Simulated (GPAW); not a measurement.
# Does VGa15Sb16 (GaSb32 V1) carry moments in GPAW?

Aim: find out whether VGa15Sb16 (GaSb32 V1) carries moments when they start parallel, and what they gain.

Calculated with GPAW 26.7.0; PBE; plane waves with GPAW's PAW setups, scalar-relativistic.

**1. The starting structure**

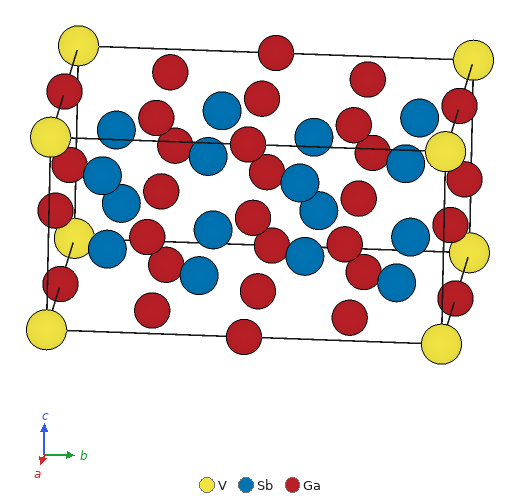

The cell as given, slightly off an axis (vanadium yellow, antimony blue, gallium red). Some periodic images of atoms are drawn too.

The cell is a made-up one and need not be a known phase.

**2. Order 1, typed as ferro +**

Parallel moments need no larger cell; this start tests for a ferromagnetic state only.

The input, order1.py:

```python
import json
import numpy as np
from ase import Atoms
from ase.parallel import paropen, parprint
from gpaw import GPAW

atoms = Atoms(['V', 'Sb', 'Ga', 'Sb', 'Ga', 'Sb', 'Ga', 'Sb', 'Ga', 'Sb', 'Ga', 'Sb', 'Ga', 'Sb', 'Ga', 'Sb', 'Ga', 'Sb', 'Ga', 'Sb', 'Ga', 'Sb', 'Ga', 'Sb', 'Ga', 'Sb', 'Ga', 'Sb', 'Ga', 'Sb', 'Ga', 'Sb'],
    cell=[[12.192, 0.0, 0.0],
         [0.0, 12.192, 0.0],
         [0.0, 0.0, 6.096]],
    scaled_positions=[[0.0, 0.0, 0.0],
         [0.125, 0.125, 0.25],
         [0.0, 0.25, 0.5],
         [0.125, 0.375, 0.75],
         [0.25, 0.0, 0.5],
         [0.375, 0.125, 0.75],
         [0.25, 0.25, 0.0],
         [0.375, 0.375, 0.25],
         [0.0, 0.5, 0.0],
         [0.125, 0.625, 0.25],
         [0.0, 0.75, 0.5],
         [0.125, 0.875, 0.75],
         [0.25, 0.5, 0.5],
         [0.375, 0.625, 0.75],
         [0.25, 0.75, 0.0],
         [0.375, 0.875, 0.25],
         [0.5, 0.0, 0.0],
         [0.625, 0.125, 0.25],
         [0.5, 0.25, 0.5],
         [0.625, 0.375, 0.75],
         [0.75, 0.0, 0.5],
         [0.875, 0.125, 0.75],
         [0.75, 0.25, 0.0],
         [0.875, 0.375, 0.25],
         [0.5, 0.5, 0.0],
         [0.625, 0.625, 0.25],
         [0.5, 0.75, 0.5],
         [0.625, 0.875, 0.75],
         [0.75, 0.5, 0.5],
         [0.875, 0.625, 0.75],
         [0.75, 0.75, 0.0],
         [0.875, 0.875, 0.25]],
    pbc=True,
    magmoms=[2.0, 0.0, 0.0, 0.0, 0.0, 0.0, 0.0, 0.0, 0.0, 0.0, 0.0, 0.0, 0.0, 0.0, 0.0, 0.0, 0.0, 0.0, 0.0, 0.0, 0.0, 0.0, 0.0, 0.0, 0.0, 0.0, 0.0, 0.0, 0.0, 0.0, 0.0, 0.0])
atoms.calc = GPAW(mode={'name': 'pw', 'ecut': 450},
    xc='PBE',
    kpts={'size': (3, 3, 5), 'gamma': True},
    occupations={'name': 'fermi-dirac', 'width': 0.05},
    convergence={'density': 1e-05, 'energy': 1e-05},
    maxiter=200,
    mixer={'name': 'pulay', 'beta': 0.05, 'nmaxold': 6, 'weight': 50},
    symmetry={'tolerance': 1e-4},
    txt='order1.txt')
e = atoms.get_potential_energy(force_consistent=True)
res = {'free_energy': e, 'energy_sigma0': atoms.get_potential_energy(), 'fermi_energy': atoms.calc.get_fermi_level()}
res['moments'] = atoms.get_magnetic_moments().tolist()
res['total'] = atoms.get_magnetic_moment()
parprint('site moments (muB):', np.round(res['moments'], 3))
parprint(f"total moment: {res['total']:.3f} muB")
parprint(f'free energy: {e:.6f} eV')
atoms.calc.write('order1.gpw')
with paropen('results.json', 'w') as f:
    json.dump(res, f)
```

Run with:

```bash
> OMP_NUM_THREADS=1 mpirun -n 4 gpaw python order1.py > order1.log
```

Numbers of over 12 decimals in the logs are rounded to 6 here.

What it wrote:

```text
site moments (muB): [ 1.866e+00 -3.600e-02  7.000e-03 -3.000e-03  7.000e-03 -3.000e-03
  4.000e-03 -5.000e-03 -2.000e-03 -3.000e-03  7.000e-03 -3.600e-02
 -1.000e-03 -5.000e-03  4.000e-03 -3.000e-03 -2.000e-03 -3.000e-03
 -1.000e-03 -5.000e-03  7.000e-03 -3.600e-02  4.000e-03 -3.000e-03
 -2.000e-03 -5.000e-03 -1.000e-03 -3.000e-03 -1.000e-03 -3.000e-03
  4.000e-03 -3.600e-02]
total moment: 2.002 muB
free energy: -125.610771 eV

--- order1.txt ---
Input parameters:
  mode=PW(ecut=450),
  convergence={'density': 1e-05, 'energy': 1e-05},
  kpts=MonkhorstPack(size=(3, 3, 5), gamma=True),
  maxiter=200,
  mixer=Pulay(name='pulay', nmaxold=6, beta=0.05, weight=50, sigma=0.015, g_ss=None),
  occupations=Occupations(name='fermi-dirac', width=0.05),
  symmetry=Symmetry(tolerance=0.0001),
  xc=XC(name='PBE')

Diagonalizing LCAO Hamiltonian
Converting LCAO to pw mode
        .-----------------------------.
       /|                             |
      / |                             |
     /  |  Sb             Sb          |
    /   |        Sb             Sb    |
   /  Ga|            Ga               |
  /    Sb         Sb  Sb         Sb   |
 *      .---Ga-------------Ga---------.
 |     / Sb  Sb         Sb  Sb       /
 | Ga /       Ga  Ga         Ga     /
 |   Ga Ga     Sb   Ga Ga     Sb   /
 |  / Sb             Sb           /
 | /      Ga             Ga      /
 |/                             /
 V--------------Ga-------------*

Atoms  # Å, Bohr magnetons
|    | symbol |         x |         y |        z |    initial magnetic moments |
|----|--------|-----------|-----------|----------|-----------------------------|
|  0 |      V |  0.000000 |  0.000000 | 0.000000 | ( 0.0000,  0.0000,  2.0000) |
|  1 |     Sb |  1.524000 |  1.524000 | 1.524000 | ( 0.0000,  0.0000,  0.0000) |
|  2 |     Ga |  0.000000 |  3.048000 | 3.048000 | ( 0.0000,  0.0000,  0.0000) |
|  3 |     Sb |  1.524000 |  4.572000 | 4.572000 | ( 0.0000,  0.0000,  0.0000) |
|  4 |     Ga |  3.048000 |  0.000000 | 3.048000 | ( 0.0000,  0.0000,  0.0000) |
|  5 |     Sb |  4.572000 |  1.524000 | 4.572000 | ( 0.0000,  0.0000,  0.0000) |
|  6 |     Ga |  3.048000 |  3.048000 | 0.000000 | ( 0.0000,  0.0000,  0.0000) |
|  7 |     Sb |  4.572000 |  4.572000 | 1.524000 | ( 0.0000,  0.0000,  0.0000) |
|  8 |     Ga |  0.000000 |  6.096000 | 0.000000 | ( 0.0000,  0.0000,  0.0000) |
|  9 |     Sb |  1.524000 |  7.620000 | 1.524000 | ( 0.0000,  0.0000,  0.0000) |
| 10 |     Ga |  0.000000 |  9.144000 | 3.048000 | ( 0.0000,  0.0000,  0.0000) |
| 11 |     Sb |  1.524000 | 10.668000 | 4.572000 | ( 0.0000,  0.0000,  0.0000) |
| 12 |     Ga |  3.048000 |  6.096000 | 3.048000 | ( 0.0000,  0.0000,  0.0000) |
| 13 |     Sb |  4.572000 |  7.620000 | 4.572000 | ( 0.0000,  0.0000,  0.0000) |
| 14 |     Ga |  3.048000 |  9.144000 | 0.000000 | ( 0.0000,  0.0000,  0.0000) |
| 15 |     Sb |  4.572000 | 10.668000 | 1.524000 | ( 0.0000,  0.0000,  0.0000) |
| 16 |     Ga |  6.096000 |  0.000000 | 0.000000 | ( 0.0000,  0.0000,  0.0000) |
| 17 |     Sb |  7.620000 |  1.524000 | 1.524000 | ( 0.0000,  0.0000,  0.0000) |
| 18 |     Ga |  6.096000 |  3.048000 | 3.048000 | ( 0.0000,  0.0000,  0.0000) |
| 19 |     Sb |  7.620000 |  4.572000 | 4.572000 | ( 0.0000,  0.0000,  0.0000) |
| 20 |     Ga |  9.144000 |  0.000000 | 3.048000 | ( 0.0000,  0.0000,  0.0000) |
| 21 |     Sb | 10.668000 |  1.524000 | 4.572000 | ( 0.0000,  0.0000,  0.0000) |
| 22 |     Ga |  9.144000 |  3.048000 | 0.000000 | ( 0.0000,  0.0000,  0.0000) |
| 23 |     Sb | 10.668000 |  4.572000 | 1.524000 | ( 0.0000,  0.0000,  0.0000) |
| 24 |     Ga |  6.096000 |  6.096000 | 0.000000 | ( 0.0000,  0.0000,  0.0000) |
| 25 |     Sb |  7.620000 |  7.620000 | 1.524000 | ( 0.0000,  0.0000,  0.0000) |
| 26 |     Ga |  6.096000 |  9.144000 | 3.048000 | ( 0.0000,  0.0000,  0.0000) |
| 27 |     Sb |  7.620000 | 10.668000 | 4.572000 | ( 0.0000,  0.0000,  0.0000) |
| 28 |     Ga |  9.144000 |  6.096000 | 3.048000 | ( 0.0000,  0.0000,  0.0000) |
| 29 |     Sb | 10.668000 |  7.620000 | 4.572000 | ( 0.0000,  0.0000,  0.0000) |
| 30 |     Ga |  9.144000 |  9.144000 | 0.000000 | ( 0.0000,  0.0000,  0.0000) |
| 31 |     Sb | 10.668000 | 10.668000 | 1.524000 | ( 0.0000,  0.0000,  0.0000) |

Unit cell  # Å
| periodic |         x |         y |        z |   lengths |    angles |
|----------|-----------|-----------|----------|-----------|-----------|
|      yes | 12.192000 |  0.000000 | 0.000000 | 12.192000 | 90.000000 |
|      yes |  0.000000 | 12.192000 | 0.000000 | 12.192000 | 90.000000 |
|      yes |  0.000000 |  0.000000 | 6.096000 |  6.096000 | 90.000000 |

Number of symmetries: 8

BZ-sampling:
  Number of BZ points: 45
  Number of IBZ points: 9

  Monkhorst-Pack size: [3, 3, 5]
  Monkhorst-Pack shift: [0, 0, 0]

K-points  # in reciprocal-cell coordinates
|   |                                coordinates |     weight |
|---|--------------------------------------------|------------|
| 0 | (  0.00000000,   0.00000000,   0.00000000) | 0.02222222 |
| 1 | (  0.00000000,   0.00000000,   0.20000000) | 0.04444444 |
| 2 | (  0.00000000,   0.00000000,   0.40000000) | 0.04444444 |
| 3 | (  0.33333333,   0.00000000,   0.00000000) | 0.08888889 |
| 4 | (  0.33333333,   0.00000000,   0.20000000) | 0.17777778 |
| 5 | (  0.33333333,   0.00000000,   0.40000000) | 0.17777778 |
| 6 | (  0.33333333,   0.33333333,   0.00000000) | 0.08888889 |
| 7 | (  0.33333333,   0.33333333,   0.20000000) | 0.17777778 |
| 8 | (  0.33333333,   0.33333333,   0.40000000) | 0.17777778 |

Plane wave coefficients: 19692
Cutoff: 450.000000 eV

Spin-components: 2 (collinear spins)
Bands:           184
Projectors:      177
Spin-degeneracy: 1
Datatype:        complex128

Parallelization:
  kpt:    4
  domain: 1
  band:   1

Density:
  Valence electrons: 298.0
  Components: 2
  Grid points: [60 60 30]
  Charge: 0.0  # |e|

Potential:
  Grid points: [60 60 30]

species:
  V:
    name:    Vanadium
    Z:       23.0
    valence: 13
    core:    10
    charge:  0.0  # [|e|]
    compensation charges:
      type: gauss
      rc: 0.37  # [Å]
      lmax: 2
    cutoffs:
      filter: 2.14  # [Å]
      core: 0.96  # [Å]
    projectors
    | kind |    occ | energy [eV] | rcut [Å] |
    |------|--------|-------------|----------|
    |   3s |  2.000 |     -70.222 |    1.254 |
    |   4s |  2.000 |      -4.702 |    1.254 |
    |   3p |  6.000 |     -44.043 |    1.281 |
    |   4p |  0.000 |      -1.444 |    1.281 |
    |   3d |  3.000 |      -5.164 |    1.169 |
    |    d |        |      22.047 |    1.169 |

    Using partial waves for V as LCAO basis

  Sb:
    name:    Antimony
    Z:       51.0
    valence: 15
    core:    36
    charge:  0.0  # [|e|]
    compensation charges:
      type: gauss
      rc: 0.36  # [Å]
      lmax: 2
    cutoffs:
      filter: 2.23  # [Å]
      core: 2.23  # [Å]
    projectors
    | kind |    occ | energy [eV] | rcut [Å] |
    |------|--------|-------------|----------|
    |   5s |  2.000 |     -12.815 |    1.154 |
    |   5p |  3.000 |      -4.830 |    1.233 |
    |   4d | 10.000 |     -33.514 |    1.196 |
    |    s |        |      14.396 |    1.154 |
    |    p |        |      22.381 |    1.233 |
    |    d |        |      -6.303 |    1.196 |

    Using partial waves for Sb as LCAO basis

  Ga:
    name:    Gallium
    Z:       31.0
    valence: 3
    core:    28
    charge:  0.0  # [|e|]
    compensation charges:
      type: gauss
      rc: 0.37  # [Å]
      lmax: 2
    cutoffs:
      filter: 2.06  # [Å]
      core: 4.17  # [Å]
    projectors
    | kind |    occ | energy [eV] | rcut [Å] |
    |------|--------|-------------|----------|
    |   4s |  2.000 |      -8.945 |    1.164 |
    |   4p |  1.000 |      -2.580 |    1.164 |
    |    s |        |      18.266 |    1.164 |
    |    p |        |      24.631 |    1.164 |
    |    d |        |       0.000 |    1.164 |

    Using partial waves for Ga as LCAO basis

Reference energy: -3639595.500463  # eV

eigensolver:
  PPCG
  Converge bands: occupied
  niter=2

density mixing:
  Pulay-Mixer
  Linear mixing parameters: 0.05
  Old densities: 6
  Fourier metric: weight=50, sigma=0.015

occupation numbers:
  Fermi-Dirac:
    width: 0.0500  # eV

poisson solver:
  ecut: 3600.000000  # eV

xc functional:
  name: PBE with 2 nearest neighbor stencil

convergence criteria:
- Maximum integral of absolute [dens]ity change: 1e-05 electrons / valence electron
- Maximum [total energy] change in last 3 cyles: 1e-05 eV / valence electron
- Maximum integral of absolute [eigenst]ate change: 4e-08 eV^2 / valence electron
maximum number of iterations: 200

SCF iterations
|iter     |      energy | eigst |  dens |  magmom |
|---------|-------------|-------|-------|---------|
|iter:   1|       0s | -126.265774 | +0.67 |       |  +2.0048|
|iter:   2|      28s | -125.701962 | -0.86 | -1.24 |  +2.0132|
|iter:   3|      57s | -125.688630 | -1.93 | -1.31 |  +2.0125|
|iter:   4|      85s | -125.667817 | -1.23 | -1.32 |  +2.0019|
|iter:   5|     114s | -125.578571 | -2.57 | -2.02 |  +2.0032|
|iter:   6|     142s | -125.597566 | -2.47 | -1.93 |  +2.0022|
|iter:   7|     170s | -125.616598 | -2.97 | -2.12 |  +2.0018|
|iter:   8|     199s | -125.606445 | -2.60 | -2.27 |  +2.0020|
|iter:   9|     227s | -125.607351 | -3.83 | -2.56 |  +2.0018|
|iter:  10|     255s | -125.609326c| -4.15 | -2.69 |  +2.0018|
|iter:  11|     284s | -125.609739c| -4.07 | -2.94 |  +2.0019|
|iter:  12|     312s | -125.609920c| -5.15 | -3.26 |  +2.0019|
|iter:  13|     340s | -125.610042c| -5.28 | -3.35 |  +2.0018|
|iter:  14|     369s | -125.610070c| -5.75 | -3.44 |  +2.0018|
|iter:  15|     398s | -125.610122c| -5.57 | -3.50 |  +2.0018|
|iter:  16|     426s | -125.610130c| -5.99 | -3.84 |  +2.0018|
|iter:  17|     454s | -125.610146c| -6.64 | -3.90 |  +2.0018|
|iter:  18|     483s | -125.610169c| -6.48 | -3.98 |  +2.0018|
|iter:  19|     511s | -125.610188c| -6.63 | -4.08 |  +2.0018|
|iter:  20|     540s | -125.610196c| -6.92 | -4.25 |  +2.0018|
|iter:  21|     554s | -125.610198c| -7.59c| -4.35 |  +2.0018|
|iter:  22|     583s | -125.610204c| -6.89 | -4.42 |  +2.0018|
|iter:  23|     597s | -125.610204c| -7.97c| -4.70 |  +2.0018|
|iter:  24|     612s | -125.610206c| -7.70c| -4.73 |  +2.0017|
|iter:  25|     627s | -125.610206c| -7.66c| -4.83 |  +2.0017|
|iter:  26|     642s | -125.610207c| -7.64c| -4.87 |  +2.0017|
|iter:  27|     656s | -125.610207c| -7.80c| -4.97 |  +2.0017|
|iter:  28|     671s | -125.610207c| -7.94c| -4.99 |  +2.0017|
|iter:  29|     685s | -125.610208c| -8.05c| -5.02c|  +2.0017|

Converged in 29 steps
Energy contributions relative to reference atoms: (reference = -3639595.500463)

Energy contributions:
  Kinetic:         218.182301
  Coulomb:        -191.311748
  Zero:              3.459180
  External:          0.000000
  Xc:             -155.939376
  Entropy:          -0.001128
  Spinorbit:         0.000000
  ----------------------------
  Free energy:    -125.610771
  Extrapolated:   -125.610208

dipole moment: (-122.560682, -122.560682, -123.698292)  # |e|*Ang

Total magnetic moment: (0.000000, 0.000000, 2.001734)

Local magnetic moments
|        x |        y |         z |
|----------|----------|-----------|
| 0.000000 | 0.000000 |  1.865888 |  # V    0
| 0.000000 | 0.000000 | -0.036364 |  # Sb   1
| 0.000000 | 0.000000 |  0.007493 |  # Ga   2
| 0.000000 | 0.000000 | -0.002841 |  # Sb   3
| 0.000000 | 0.000000 |  0.007493 |  # Ga   4
| 0.000000 | 0.000000 | -0.002841 |  # Sb   5
| 0.000000 | 0.000000 |  0.003596 |  # Ga   6
| 0.000000 | 0.000000 | -0.004944 |  # Sb   7
| 0.000000 | 0.000000 | -0.002011 |  # Ga   8
| 0.000000 | 0.000000 | -0.002841 |  # Sb   9
| 0.000000 | 0.000000 |  0.007493 |  # Ga  10
| 0.000000 | 0.000000 | -0.036364 |  # Sb  11
| 0.000000 | 0.000000 | -0.000664 |  # Ga  12
| 0.000000 | 0.000000 | -0.004944 |  # Sb  13
| 0.000000 | 0.000000 |  0.003596 |  # Ga  14
| 0.000000 | 0.000000 | -0.002841 |  # Sb  15
[...]
| 0.000000 | 0.000000 |  0.003596 |  # Ga  22
| 0.000000 | 0.000000 | -0.002841 |  # Sb  23
| 0.000000 | 0.000000 | -0.002123 |  # Ga  24
| 0.000000 | 0.000000 | -0.004944 |  # Sb  25
| 0.000000 | 0.000000 | -0.000664 |  # Ga  26
| 0.000000 | 0.000000 | -0.002841 |  # Sb  27
| 0.000000 | 0.000000 | -0.000664 |  # Ga  28
| 0.000000 | 0.000000 | -0.002841 |  # Sb  29
| 0.000000 | 0.000000 |  0.003596 |  # Ga  30
| 0.000000 | 0.000000 | -0.036364 |  # Sb  31

Fermi level: 5.008
Eigenvalues  # (at kpt = [0.000, 0.000, 0.000])
| band index |      eig [eV] | occ [0-1] |      eig [eV] | occ [0-1] |
|------------|---------------|-----------|---------------|-----------|
|          0 |       -59.820 |     1.000 |       -57.924 |     1.000 |
|        ... |               |           |               |           |
|        141 |         3.522 |     1.000 |         3.700 |     1.000 |
|        142 |         3.697 |     1.000 |         3.757 |     1.000 |
|        143 |         3.697 |     1.000 |         3.812 |     1.000 |
|        144 |         3.766 |     1.000 |         3.812 |     1.000 |
|        145 |         4.254 |     1.000 |         4.756 |     0.994 |
|        146 |         4.366 |     1.000 |         4.768 |     0.992 |
|        147 |         4.537 |     1.000 |         4.768 |     0.992 |
|        148 |         4.592 |     1.000 |         5.337 |     0.001 |
|        149 |         4.592 |     1.000 |         5.562 |     0.000 |
|        150 |         5.328 |     0.002 |         5.585 |     0.000 |
|        151 |         5.778 |     0.000 |         6.047 |     0.000 |
|        152 |         5.804 |     0.000 |         6.137 |     0.000 |
|        153 |         5.804 |     0.000 |         6.137 |     0.000 |
|        154 |         6.040 |     0.000 |         6.137 |     0.000 |
|        155 |         6.058 |     0.000 |         6.161 |     0.000 |
|        156 |         6.136 |     0.000 |         6.255 |     0.000 |
|        ... |               |           |               |           |
|        183 |         9.692 |     0.000 |         9.657 |     0.000 |

Gap: 0.513 eV
Transition (v -> c):
  (s=1, k=0, n=147, [0.00, 0.00, 0.00]) -> (s=0, k=1, n=150, [0.00, 0.00, 0.20])
Direct/indirect transitions are different
Direct gap: 0.560 eV
Transition at: (s=1->0, k=0, n=147, [0.00, 0.00, 0.00])
```

Wall time 12 min (4 MPI ranks of AMD EPYC 7B13 (Zen 3), shared host); peak memory 3.5 GiB.

Spin moment in the augmentation sphere by element, in μB:

```csv
element,atoms,mean,spread (r.m.s.),least,largest
V,1,1.87,0.00,1.87,1.87
Sb,16,-0.01,0.01,-0.04,0.00
Ga,15,0.00,0.00,0.00,0.01
```

The atoms farthest from the mean of their element:

```csv
atom,"x, y, z (Å)",spin moment in the augmentation sphere (μB)
Sb2,"1.52, 1.52, 1.52",-0.04
Sb12,"1.52, 10.67, 4.57",-0.04
Sb32,"10.67, 10.67, 1.52",-0.04
Sb22,"10.67, 1.52, 4.57",-0.04
Sb10,"1.52, 7.62, 1.52",0.00
Sb16,"4.57, 10.67, 1.52",0.00
Sb6,"4.57, 1.52, 4.57",0.00
Sb4,"1.52, 4.57, 4.57",0.00
```

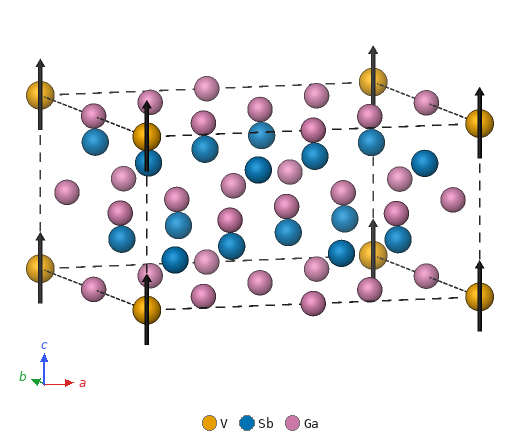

Spin moment in the augmentation sphere as arrows, the longest 1.87 μB. Up and down stand for the sign. Arrows give size and sign along the axis of quantisation, drawn up and down the page. Some periodic images of atoms are drawn too.

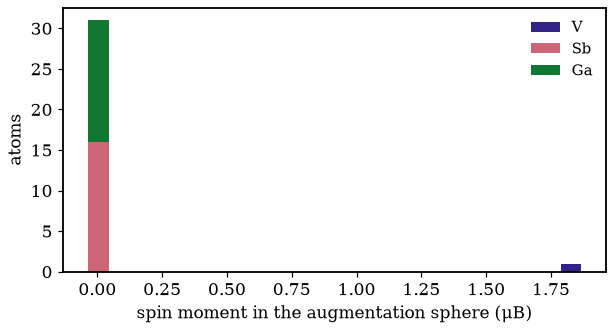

Spin moment in the augmentation sphere as a stacked histogram.

This step gave:

* magnetization: 2.002 μB
* final state: ferromagnetic

After 29 cycles the largest moment stands at 1.87 μB.

(Part 1 of 2 ends here.)

[Logs and program files are shortened in this print: banners, set-up blocks, solver, clock and traceback lines can be left out without a mark of their own.]

[Logs are printed without paths, hosts, clocks, repeated set-up lines and the standing remarks that a program may print on its own settings, such as how far it seeks lower states.]

[Hosts, paths, dates, database ids (printed as entryN), source tags and the programs' standing remarks are cut or masked in the printed files.]

[Where a cell is said to come from a database of computed structures, the database is the Materials Project.]
